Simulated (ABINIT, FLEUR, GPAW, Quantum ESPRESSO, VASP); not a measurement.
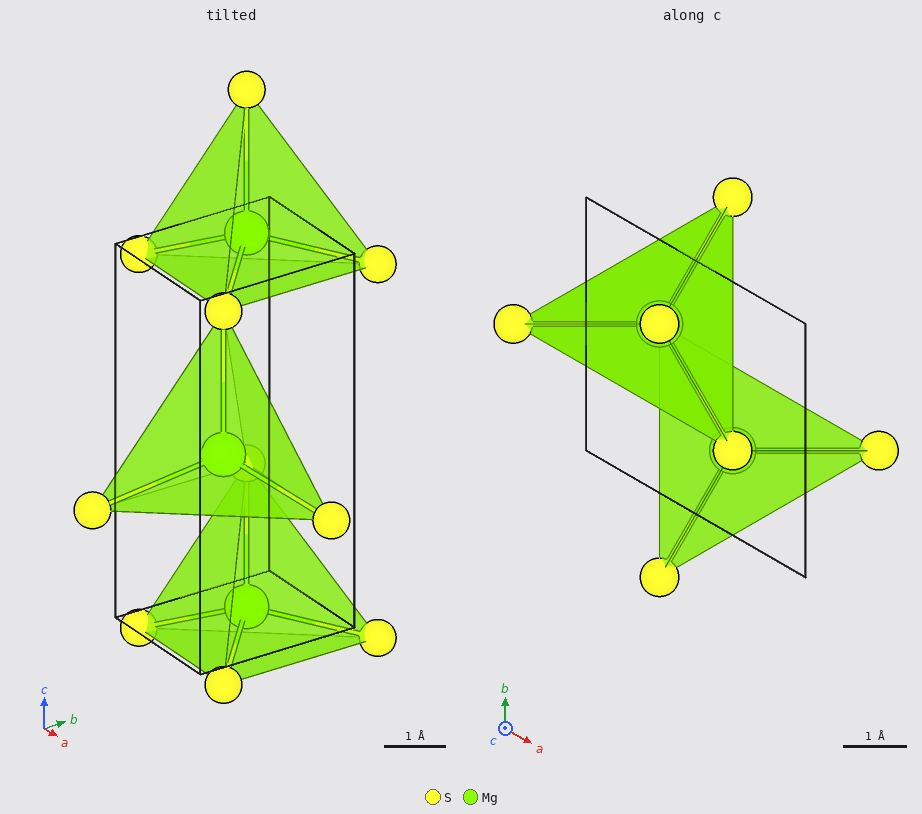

MgS, wurtzite, space group P6₃mc (No. 186), a = 4.035 Å, b = 4.035 Å, c = 6.432 Å, α = 90.00°, β = 90.00°, γ = 120.00°. Shown here is a polyhedral view of the crystal, taken slightly off an axis and along the c axis. The lines enclose the conventional unit cell; boundary atoms appear with their images. Some neighbours outside the box are added. The cell is a structure listed in the Materials Project. It needn't be the stable form of this composition.

One fixed geometry in five programs or potential sets. Alike in all runs: functional PBE; k mesh 8 × 8 × 4 on the run's cell of 4 atoms; occupations fermi-dirac, width 0.05 eV; no spin polarisation; no spin-orbit coupling. A dash marks a pressure that wasn't computed or isn't reliable.

| program | gap (eV) | pressure (GPa) |
| --- | --- | --- |
| FLEUR (all-electron) | 3.44 | - |
| VASP (PBE potentials, release 64 S, Mg) | 3.43 | 0.9 |
| ABINIT (JTH PAW PBE v2.0) | ? | ? |
| GPAW (PAW data 1.2.1) | 3.44 | 1.0 |
| Quantum ESPRESSO (SSSP 1.3 efficiency) | 3.44 | 0.9 |

Question: Estimate the row of ABINIT (JTH PAW PBE v2.0).

Answer: A gap of 3.43 eV and a pressure of 0.9 GPa. The other rows span 3.43 to 3.44 eV and 0.9 to 1.0 GPa.

Question: Is this cell larger or smaller than the equilibrium cell of this functional?

Answer: Smaller: all pressures given are positive (0.9 to 1.0 GPa), so its volume would grow, if only a little in a stiff crystal.

Gaps are the least found on the k-mesh, which can miss the band edges. Plane-wave pressures hold the error of each finite cutoff.
